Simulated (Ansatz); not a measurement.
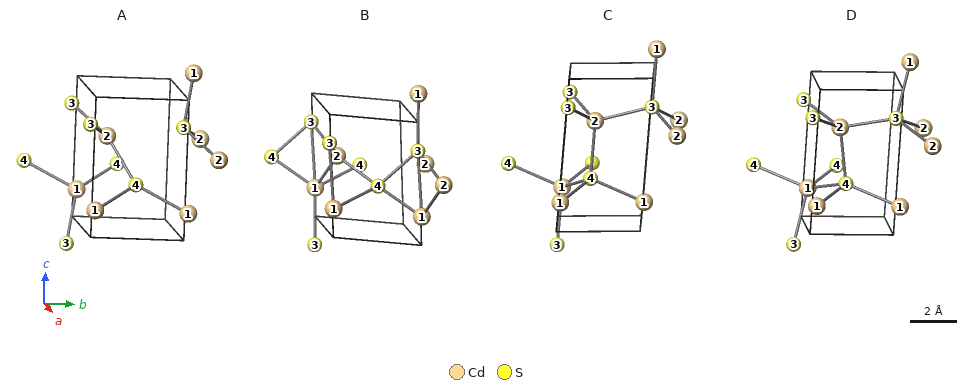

4 geometries from one relaxation of solid CdS (a generated structure, set up in P1) (coarse preliminary run), in shuffled order. Style: ball-and-stick. Shown: the cell of the calculation, slightly off an axis.

The calculation used Ansatz 0.2.0, DFT PBE, scalar-relativistic, plane waves, PAW. Set-up: plane-wave cutoff 420 eV; k-point mesh 4 × 4 × 4; occupations gaussian; smearing width 0.1 eV; no spin polarisation; cell and atoms relaxed; force threshold 0.04 eV/Å; at most 70 steps.

Order the frames from highest to lowest energy.

Answer. B, A, D, C. They are steps 0, 4, 9, 17, at +1157 meV per atom, +367 meV per atom, +115 meV per atom relative to the last. The largest moves relative to the cell, 1.11 Å, are those of Cd2 and S4. Cd2 goes roughly along [2 2 1]. By element the largest moves are Cd 1.11 Å, S 1.10 Å. Cell: a = b 4.063 → 4.206 Å (+3.5 %), c 5.414 → 6.806 Å (+25.7 %), α 98.1° → 90.0°, β 98.1° → 90.0°, γ 94.2° → 119.9°. Volume +19.7 %. Near-neighbour distances that change, for instance: Cd1–Cd2 2.348 → 4.184 Å, S3–S4 2.348 → 4.175 Å, Cd1–S3 2.897 → 4.238 Å, Cd1–S4 3.758 → 2.570 Å. New bonds form: Cd1–S4 (3.76 → 2.57 Å), Cd2–S3 (3.76 → 2.57 Å). Bonds break: Cd1–Cd2 (2.35 → 4.18 Å), Cd1–S3 (2.90 → 4.24 Å). Bond angles that change, for instance: S3–Cd2–S4 160.0° → 108.9°, Cd1–S4–Cd2 160.0° → 109.2°, S3–Cd2–S4 81.1° → 109.2°. The space group (tolerance 0.01 Å) goes from P1 (No. 1) to Cmc2_1 (No. 36). After 15 accepted moves (17 points after the start) the energy has fallen by 1157 meV per atom. Largest force component: 4.9 eV/Å at the start, 0.0068 eV/Å at the end. Pressure: 21.69 GPa at the start and −0.05 GPa at the end. The SCF was repeated twice at an unchanged geometry on a basis and grid sized afresh for the cell, which shifted the energy by 31.6 meV per atom at most. Cost: 2.8 min on 1 thread of Arm Neoverse V2 (shared host), peak memory 0.38 GiB.
